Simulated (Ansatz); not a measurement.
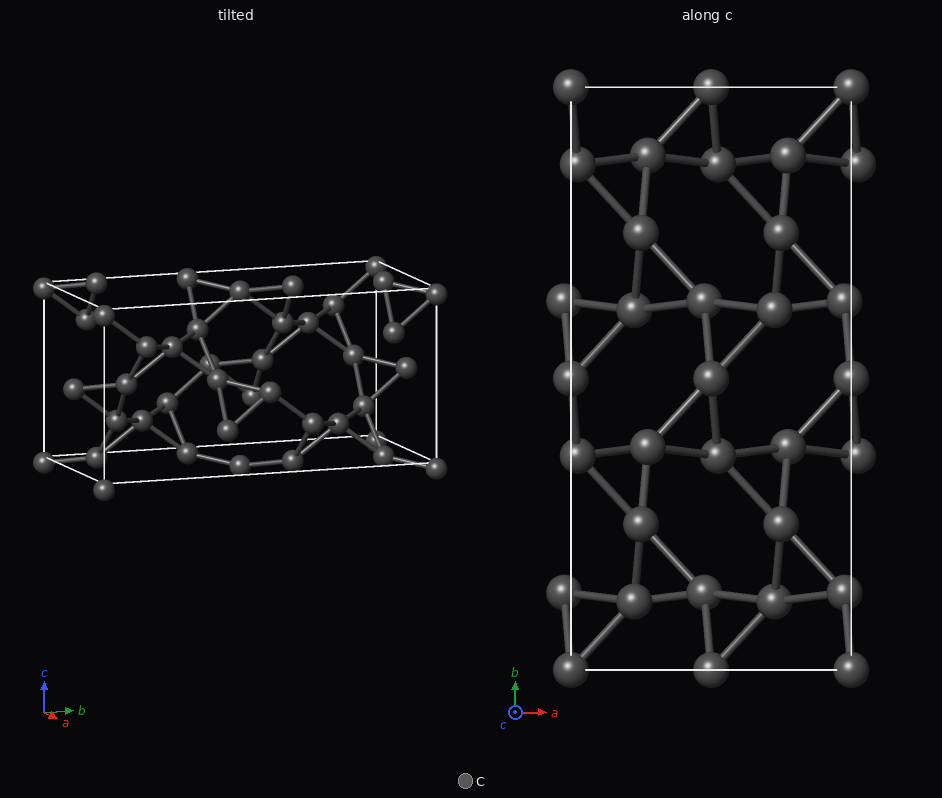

An orthographic ball-and-stick view of the structure, slightly off an axis and along the c axis. Thin lines show the conventional unit cell, with boundary atoms drawn in all their periodic places.

C, space group Fdd2 (No. 43), a = 4.38 Å, b = 9.10 Å, c = 4.54 Å, α = 90.00°, β = 90.00°, γ = 90.00°.

Setup: DFT PBE, scalar-relativistic, plane waves, PAW in Ansatz; 420 eV cutoff, k-points about 0.21 Å⁻¹ apart, Gaussian smearing of 0.02 eV, no spin polarisation.

### Is it conducting or gapped at this level?

A semiconductor at this level, with a gap of 1.24 eV on the k-mesh (the true edges may lie between mesh points, so the gap can be somewhat smaller).

The structure comes from a structure type filled with this element by a generator (whether the element takes this form wasn't checked). This is the structure after a relaxation with DFT PBE, scalar-relativistic, plane waves, PAW (Ansatz 0.2.0).
